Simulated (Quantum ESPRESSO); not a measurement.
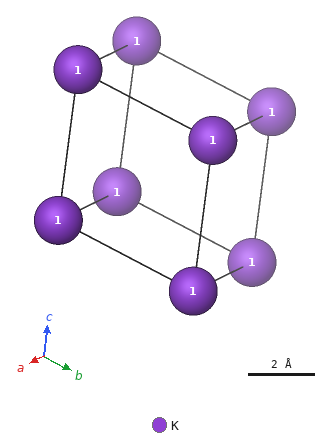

Fig. 1: The structure (ball-and-stick view of the cell of the calculation, seen slightly off an axis; atoms are numbered from 1 in the order of the input). An atom can appear more than once, as a periodic image.

K: band-structure run

System: K (1 atom in the cell).
Method: Kohn-Sham DFT of a periodic cell, LDA, SG15 PBE 1.2, no spin polarisation (Quantum ESPRESSO 7.5).

The structure derives from a Materials Project entry.

### What the program printed
```
This program is part of the open-source Quantum ESPRESSO suite
     for quantum simulation of materials; please cite
         "P. Giannozzi et al., J. Phys.:Condens. Matter 21 395502 (2009);
         "P. Giannozzi et al., J. Phys.:Condens. Matter 29 465901 (2017);
         "P. Giannozzi et al., J. Chem. Phys. 152 154105 (2020);
          URL
     in publications or presentations arising from this work. More details at

     IMPORTANT: XC functional enforced from input :
     Exchange-correlation= PZ
                           (   1   1   0   0   0   0   0)
     Any further DFT definition will be discarded
     Please, verify this is what you really want

     Message from routine setup:
     using ibrav=0 with symmetry is DISCOURAGED, use correct ibrav instead

     G-vector sticks info
     --------------------
     sticks:   dense  smooth     PW     G-vecs:    dense   smooth      PW
     Sum        1637    1637    471                41907    41907    6459

     Using Slab Decomposition

     bravais-lattice index     =            0
     lattice parameter (alat)  =       8.8294  a.u.
     unit-cell volume          =     529.8699 (a.u.)^3
     number of atoms/cell      =            1
     number of atomic types    =            1
     number of electrons       =         9.00
     number of Kohn-Sham states=           10
     kinetic-energy cutoff     =      70.0000  Ry
     charge density cutoff     =     280.0000  Ry
     scf convergence threshold =      2.0E-10
     mixing beta               =       0.5000
     number of iterations used =            8  plain     mixing
     Exchange-correlation= PZ
                           (   1   1   0   0   0   0   0)

     celldm(1)=   8.829383  celldm(2)=   0.000000  celldm(3)=   0.000000
     celldm(4)=   0.000000  celldm(5)=   0.000000  celldm(6)=   0.000000

     crystal axes: (cart. coord. in units of alat)
               a(1) = (  -0.577350   0.577350   0.577350 )
               a(2) = (   0.577350  -0.577350   0.577350 )
               a(3) = (   0.577350   0.577350  -0.577350 )

     reciprocal axes: (cart. coord. in units 2 pi/alat)
               b(1) = ( -0.000000  0.866025  0.866025 )
               b(2) = (  0.866025 -0.000000  0.866025 )
               b(3) = (  0.866025  0.866025  0.000000 )

     PseudoPot. # 1 for K  read from file:
     K_ONCV_PBE-1.2.upf
     Pseudo is Norm-conserving, Zval =  9.0
     Generated using ONCVPSP code by D. R. Hamann
     Using radial grid of  602 points,  6 beta functions with:
                l(1) =   0
                l(2) =   0
                l(3) =   1
                l(4) =   1
                l(5) =   2
                l(6) =   2

     atomic species   valence    mass     pseudopotential
     K                 9.00    39.09830     K ( 1.00)

     48 Sym. Ops., with inversion, found

   Cartesian axes

     site n.     atom                  positions (alat units)
         1        K      tau(   1) = (   0.0000000   0.0000000   0.0000000  )

     number of k points=    20  Fermi-Dirac smearing, width (Ry)=  0.0037
                       cart. coord. in units 2pi/alat
        k(    1) = (   0.0000000   0.0000000   0.0000000), wk =   0.0058309
        k(    2) = (   0.1237179   0.1237179   0.0000000), wk =   0.0699708
        k(    3) = (   0.2474358   0.2474358   0.0000000), wk =   0.0699708
        k(    4) = (   0.3711537   0.3711537   0.0000000), wk =   0.0699708
        k(    5) = (   0.2474358   0.1237179   0.1237179), wk =   0.1399417
        k(    6) = (   0.3711537   0.2474358   0.1237179), wk =   0.2798834
        k(    7) = (   0.4948717   0.3711537   0.1237179), wk =   0.1399417
        k(    8) = (   0.4948717   0.2474358   0.2474358), wk =   0.1399417
        k(    9) = (   0.2474358   0.2474358   0.2474358), wk =   0.0466472
        k(   10) = (   0.3711537   0.3711537   0.2474358), wk =   0.1399417
        k(   11) = (  -0.0000000  -0.0000000   0.2474358), wk =   0.0349854
        k(   12) = (   0.4948717   0.3711537   0.3711537), wk =   0.0466472
        k(   13) = (  -0.0000000  -0.1237179   0.3711537), wk =   0.1399417
        k(   14) = (  -0.0000000  -0.2474358   0.4948717), wk =   0.1399417
        k(   15) = (   0.1237179  -0.1237179   0.4948717), wk =   0.1399417
        k(   16) = (  -0.7423075  -0.2474358  -0.2474358), wk =   0.1399417
        k(   17) = (  -0.0000000  -0.0000000   0.4948717), wk =   0.0349854
        k(   18) = (  -0.0000000  -0.1237179   0.6185896), wk =   0.1399417
        k(   19) = (  -0.7423075  -0.1237179  -0.1237179), wk =   0.0466472
        k(   20) = (  -0.0000000  -0.0000000   0.7423075), wk =   0.0349854

     Dense  grid:    41907 G-vectors     FFT dimensions: (  48,  48,  48)

     Initial potential from superposition of free atoms

     starting charge       8.7352, renormalised to       9.0000
     Starting wfcs are random

     Self-consistent Calculation

     iteration #  1     ecut=    70.00 Ry     beta= 0.50
     Davidson diagonalization with overlap
     ethr =  1.00E-02,  avg # of iterations =  8.2

     Threshold (ethr) on eigenvalues was too large:
     Diagonalizing with lowered threshold

     Davidson diagonalization with overlap
     ethr =  9.44E-04,  avg # of iterations =  1.3

     total energy              =     -56.63925529 Ry
     estimated scf accuracy    <       0.07984061 Ry

     iteration #  2     ecut=    70.00 Ry     beta= 0.50
     Davidson diagonalization with overlap
     ethr =  8.87E-04,  avg # of iterations =  2.4

     total energy              =     -56.65204885 Ry
     estimated scf accuracy    <       0.00251225 Ry

     iteration #  3     ecut=    70.00 Ry     beta= 0.50
     Davidson diagonalization with overlap
     ethr =  2.79E-05,  avg # of iterations =  6.3

     total energy              =     -56.65231528 Ry
     estimated scf accuracy    <       0.00031275 Ry

     iteration #  4     ecut=    70.00 Ry     beta= 0.50
     Davidson diagonalization with overlap
     ethr =  3.48E-06,  avg # of iterations =  4.8

     total energy              =     -56.65232734 Ry
     estimated scf accuracy    <       0.00000095 Ry

     iteration #  5     ecut=    70.00 Ry     beta= 0.50
     Davidson diagonalization with overlap
     ethr =  1.05E-08,  avg # of iterations =  3.4

     total energy              =     -56.65232820 Ry
     estimated scf accuracy    <       0.00000010 Ry

     iteration #  6     ecut=    70.00 Ry     beta= 0.50
     Davidson diagonalization with overlap
     ethr =  1.09E-09,  avg # of iterations =  2.0

     total energy              =     -56.65232822 Ry
     estimated scf accuracy    <          2.0E-09 Ry

     iteration #  7     ecut=    70.00 Ry     beta= 0.50
     Davidson diagonalization with overlap
     ethr =  2.21E-11,  avg # of iterations =  3.1

     End of self-consistent calculation

          k = 0.0000 0.0000 0.0000 (  5281 PWs)   bands (ev):

   -30.6595 -14.1125 -14.1125 -14.1125  -0.7387   5.4748   5.4748   5.4748
     6.3686   6.3686

          k = 0.1237 0.1237 0.0000 (  5255 PWs)   bands (ev):

   -30.6589 -14.1234 -14.1162 -14.1125  -0.4973   5.0630   5.2055   5.6593
     6.1366   6.3266

          k = 0.2474 0.2474 0.0000 (  5235 PWs)   bands (ev):

   -30.6576 -14.1476 -14.1245 -14.1124   0.1979   3.8924   4.7503   6.1876
     6.1953   6.3651

          k = 0.3712 0.3712 0.0000 (  5236 PWs)   bands (ev):

   -30.6565 -14.1668 -14.1311 -14.1124   1.2525   2.5776   4.4667   6.0134
     6.6643   7.0247

          k = 0.2474 0.1237 0.1237 (  5230 PWs)   bands (ev):

   -30.6580 -14.1400 -14.1205 -14.1151  -0.0283   4.4144   4.6836   5.9369
     5.9994   6.5766

          k = 0.3712 0.2474 0.1237 (  5234 PWs)   bands (ev):

   -30.6568 -14.1583 -14.1304 -14.1160   0.8538   3.3159   4.2272   5.8937
     6.3102   6.7673

          k = 0.4949 0.3712 0.1237 (  5250 PWs)   bands (ev):

   -30.6562 -14.1659 -14.1354 -14.1161   1.9329   2.1441   4.0730   5.6615
     6.7180   6.7729

          k = 0.4949 0.2474 0.2474 (  5248 PWs)   bands (ev):

   -30.6561 -14.1583 -14.1431 -14.1193   1.8613   2.8951   3.2556   5.6155
     6.3225   6.7182

          k = 0.2474 0.2474 0.2474 (  5261 PWs)   bands (ev):

   -30.6571 -14.1545 -14.1217 -14.1217   0.6429   3.8881   3.8881   5.7167
     6.5830   6.5830

          k = 0.3712 0.3712 0.2474 (  5229 PWs)   bands (ev):

   -30.6564 -14.1587 -14.1344 -14.1226   1.6701   2.8583   3.6226   5.0450
     6.7219   6.8476

          k =-0.0000-0.0000 0.2474 (  5233 PWs)   bands (ev):

   -30.6584 -14.1257 -14.1200 -14.1200  -0.2599   5.0767   5.0767   5.2683
     5.7584   6.7076

          k = 0.4949 0.3712 0.3712 (  5216 PWs)   bands (ev):

   -30.6562 -14.1462 -14.1462 -14.1281   2.6412   2.6412   2.9067   4.4641
     6.8516   6.8520

          k =-0.0000-0.1237 0.3712 (  5249 PWs)   bands (ev):

   -30.6571 -14.1463 -14.1285 -14.1210   0.4233   3.9897   4.7415   5.2547
     6.2350   6.6287

          k =-0.0000-0.2474 0.4949 (  5237 PWs)   bands (ev):

   -30.6561 -14.1641 -14.1353 -14.1204   1.4635   2.7277   4.5052   5.1272
     6.4695   7.0209

          k = 0.1237-0.1237 0.4949 (  5238 PWs)   bands (ev):

   -30.6560 -14.1568 -14.1392 -14.1249   1.2715   3.3989   4.0234   5.3780
     5.9947   6.7483

          k =-0.7423-0.2474-0.2474 (  5244 PWs)   bands (ev):

   -30.6555 -14.1610 -14.1459 -14.1251   2.3788   2.3986   3.6369   5.4358
     6.1490   6.6481

          k =-0.0000-0.0000 0.4949 (  5246 PWs)   bands (ev):

   -30.6559 -14.1461 -14.1375 -14.1375   1.0671   3.9040   4.6698   4.6698
     5.6875   6.5070

          k =-0.0000-0.1237 0.6186 (  5255 PWs)   bands (ev):

   -30.6550 -14.1581 -14.1446 -14.1384   2.0279   3.1007   4.3722   4.5799
     5.5551   7.0846

          k =-0.7423-0.1237-0.1237 (  5264 PWs)   bands (ev):

   -30.6545 -14.1548 -14.1548 -14.1404   2.8167   2.8167   3.6626   5.1940
     5.1940   6.8030

          k =-0.0000-0.0000 0.7423 (  5238 PWs)   bands (ev):

   -30.6541 -14.1538 -14.1521 -14.1521   2.7314   3.1600   4.6066   4.6262
     4.6262   6.7911

     the Fermi energy is     1.3350 ev

!    total energy              =     -56.65232822 Ry
     estimated scf accuracy    <          2.6E-12 Ry
     smearing contrib. (-TS)   =      -0.00052564 Ry
     internal energy E=F+TS    =     -56.65180258 Ry

     The total energy is F=E-TS. E is the sum of the following terms:
     one-electron contribution =     -39.01220055 Ry
     hartree contribution      =      19.61943678 Ry
     xc contribution           =      -8.34590293 Ry
     ewald contribution        =     -28.91313589 Ry

     convergence has been achieved in   7 iterations

     Forces acting on atoms (cartesian axes, Ry/au):

     atom    1 type  1   force =     0.00000000    0.00000000    0.00000000

     Total force =     0.000000     Total SCF correction =     0.000000

     Computing stress (Cartesian axis) and pressure

          total   stress  (Ry/bohr**3)                   (kbar)     P=       -6.31
  -0.00004291  -0.00000000  -0.00000000           -6.31       -0.00       -0.00
  -0.00000000  -0.00004291  -0.00000000           -0.00       -6.31       -0.00
  -0.00000000  -0.00000000  -0.00004291           -0.00       -0.00       -6.31

=------------------------------------------------------------------------------=
   JOB DONE.
=------------------------------------------------------------------------------=
```

### File pp_potential.out
```
This program is part of the open-source Quantum ESPRESSO suite
     for quantum simulation of materials; please cite
         "P. Giannozzi et al., J. Phys.:Condens. Matter 21 395502 (2009);
         "P. Giannozzi et al., J. Phys.:Condens. Matter 29 465901 (2017);
         "P. Giannozzi et al., J. Chem. Phys. 152 154105 (2020);
          URL
     in publications or presentations arising from this work. More details at

     ./tmp/pwscf.save/

     IMPORTANT: XC functional enforced from input :
     Exchange-correlation= PZ
                           (   1   1   0   0   0   0   0)
     Any further DFT definition will be discarded
     Please, verify this is what you really want

     G-vector sticks info
     --------------------
     sticks:   dense  smooth     PW     G-vecs:    dense   smooth      PW
     Sum        1637    1637    471                41907    41907    6459

     Using Slab Decomposition

     Calling punch_plot, plot_num =  11
     Writing data to file  potential.dat
     Reading data from file  potential.dat

     Writing data to be plotted to file potential.cube
     Plot Type: 3D                     Output format: Gaussian cube

=------------------------------------------------------------------------------=
   JOB DONE.
=------------------------------------------------------------------------------=
```

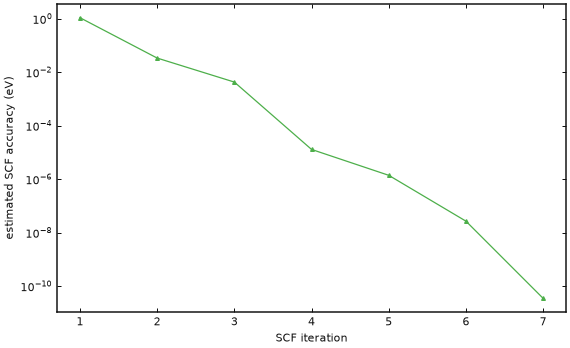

Fig. 2: Convergence of the self-consistent field: estimated SCF accuracy against the iteration. The field takes 7 iterations in all.

This output came from the following input.

### Input file
```
&CONTROL
  calculation = 'scf'
  prefix = 'pwscf'
  outdir = './tmp'
  pseudo_dir = './pseudo'
  tprnfor = .true.
  tstress = .true.
  disk_io = 'low'
/
&SYSTEM
  ibrav = 0
  nat = 1
  ntyp = 1
  ecutwfc = 70
  nbnd = 10
  input_dft = 'pz'
  occupations = 'smearing'
  smearing = 'fd'
  degauss = 0.00367493
/
&ELECTRONS
  conv_thr = 2d-10
  electron_maxstep = 120
  mixing_beta = 0.5
/
ATOMIC_SPECIES
K     39.0983 K_ONCV_PBE-1.2.upf
CELL_PARAMETERS angstrom
  -2.6975585167    2.6975585167    2.6975585167
   2.6975585167   -2.6975585167    2.6975585167
   2.6975585167    2.6975585167   -2.6975585167
ATOMIC_POSITIONS angstrom
K      0.0000000000    0.0000000000    0.0000000000
K_POINTS automatic
7 7 7 0 0 0
```

### File pp_density.in
```
&INPUTPP
  prefix = 'pwscf'
  outdir = './tmp'
  filplot = 'density.dat'
  plot_num = 0
/
&PLOT
  nfile = 1
  filepp(1) = 'density.dat'
  iflag = 3
  output_format = 6
  fileout = 'density.cube'
/
```

### File pp_potential.in
```
&INPUTPP
  prefix = 'pwscf'
  outdir = './tmp'
  filplot = 'potential.dat'
  plot_num = 11
/
&PLOT
  nfile = 1
  filepp(1) = 'potential.dat'
  iflag = 3
  output_format = 6
  fileout = 'potential.cube'
/
```

### File pp_elf.in
```
&INPUTPP
  prefix = 'pwscf'
  outdir = './tmp'
  filplot = 'elf.dat'
  plot_num = 8
/
&PLOT
  nfile = 1
  filepp(1) = 'elf.dat'
  iflag = 3
  output_format = 6
  fileout = 'elf.cube'
/
```

### File bands.in
```
&CONTROL
  calculation = 'bands'
  prefix = 'pwscf'
  outdir = './tmp'
  pseudo_dir = './pseudo'
  disk_io = 'low'
  verbosity = 'high'
/
&SYSTEM
  ibrav = 0
  nat = 1
  ntyp = 1
  ecutwfc = 70
  nbnd = 10
  input_dft = 'pz'
  occupations = 'smearing'
  smearing = 'fd'
  degauss = 0.00367493
/
&ELECTRONS
  conv_thr = 1d-08
  electron_maxstep = 120
  mixing_beta = 0.5
  diago_full_acc = .true.
  startingwfc = 'random'
/
ATOMIC_SPECIES
K     39.0983 K_ONCV_PBE-1.2.upf
CELL_PARAMETERS angstrom
  -2.6975585167    2.6975585167    2.6975585167
   2.6975585167   -2.6975585167    2.6975585167
   2.6975585167    2.6975585167   -2.6975585167
ATOMIC_POSITIONS angstrom
K      0.0000000000    0.0000000000    0.0000000000
K_POINTS crystal
60
 0.0000000000  0.0000000000  0.0000000000 1
 0.0416666667 -0.0416666667  0.0416666667 1
 0.0833333333 -0.0833333333  0.0833333333 1
 0.1250000000 -0.1250000000  0.1250000000 1
 0.1666666667 -0.1666666667  0.1666666667 1
 0.2083333333 -0.2083333333  0.2083333333 1
 0.2500000000 -0.2500000000  0.2500000000 1
 0.2916666667 -0.2916666667  0.2916666667 1
 0.3333333333 -0.3333333333  0.3333333333 1
 0.3750000000 -0.3750000000  0.3750000000 1
 0.4166666667 -0.4166666667  0.4166666667 1
 0.4583333333 -0.4583333333  0.4583333333 1
 0.5000000000 -0.5000000000  0.5000000000 1
 0.4375000000 -0.4375000000  0.5000000000 1
 0.3750000000 -0.3750000000  0.5000000000 1
 0.3125000000 -0.3125000000  0.5000000000 1
 0.2500000000 -0.2500000000  0.5000000000 1
 0.1875000000 -0.1875000000  0.5000000000 1
 0.1250000000 -0.1250000000  0.5000000000 1
 0.0625000000 -0.0625000000  0.5000000000 1
 0.0000000000  0.0000000000  0.5000000000 1
 0.0000000000  0.0000000000  0.4444444444 1
 0.0000000000  0.0000000000  0.3888888889 1
 0.0000000000  0.0000000000  0.3333333333 1
 0.0000000000  0.0000000000  0.2777777778 1
 0.0000000000  0.0000000000  0.2222222222 1
 0.0000000000  0.0000000000  0.1666666667 1
 0.0000000000  0.0000000000  0.1111111111 1
 0.0000000000  0.0000000000  0.0555555556 1
 0.0000000000  0.0000000000  0.0000000000 1
 0.0227272727  0.0227272727  0.0227272727 1
 0.0454545455  0.0454545455  0.0454545455 1
 0.0681818182  0.0681818182  0.0681818182 1
 0.0909090909  0.0909090909  0.0909090909 1
 0.1136363636  0.1136363636  0.1136363636 1
 0.1363636364  0.1363636364  0.1363636364 1
 0.1590909091  0.1590909091  0.1590909091 1
 0.1818181818  0.1818181818  0.1818181818 1
 0.2045454545  0.2045454545  0.2045454545 1
 0.2272727273  0.2272727273  0.2272727273 1
 0.2500000000  0.2500000000  0.2500000000 1
 0.2708333333  0.1875000000  0.2708333333 1
 0.2916666667  0.1250000000  0.2916666667 1
 0.3125000000  0.0625000000  0.3125000000 1
 0.3333333333  0.0000000000  0.3333333333 1
 0.3541666667 -0.0625000000  0.3541666667 1
 0.3750000000 -0.1250000000  0.3750000000 1
 0.3958333333 -0.1875000000  0.3958333333 1
 0.4166666667 -0.2500000000  0.4166666667 1
 0.4375000000 -0.3125000000  0.4375000000 1
 0.4583333333 -0.3750000000  0.4583333333 1
 0.4791666667 -0.4375000000  0.4791666667 1
 0.5000000000 -0.5000000000  0.5000000000 1
 0.2500000000  0.2500000000  0.2500000000 1
 0.2083333333  0.2083333333  0.2916666667 1
 0.1666666667  0.1666666667  0.3333333333 1
 0.1250000000  0.1250000000  0.3750000000 1
 0.0833333333  0.0833333333  0.4166666667 1
 0.0416666667  0.0416666667  0.4583333333 1
 0.0000000000  0.0000000000  0.5000000000 1
```

Launch command:
```bash
OMP_NUM_THREADS=1 pw.x -in pw.in > pw.out
OMP_NUM_THREADS=1 pp.x -in pp_density.in > pp_density.out
OMP_NUM_THREADS=1 pp.x -in pp_potential.in > pp_potential.out
OMP_NUM_THREADS=1 pp.x -in pp_elf.in > pp_elf.out
OMP_NUM_THREADS=1 pw.x -in bands.in > bands.out
```

### Results in brief

| quantity | value |
| --- | --- |
| outcome | converged |
| space group (tolerance 0.01 Å) | Im-3m (229) |
| electrons treated | 9 |
| free energy | −770.7942 eV |
| Fermi energy | 1.335 eV |
| gap on the k-point mesh | none (metallic) |
| pressure | −0.63 GPa |
| largest force (length of the vector) | under 0.001 eV/Å |
| hardware | 1 thread of Arm Neoverse V1, 24 GiB of memory available, shared host |
| wall time | 69 s |
| peak memory | 0.1 GiB |

Further notes kept with the run: potentials made for another functional; eigenvalues not converged. Points of doubt noted for this run: potentials made for another functional.
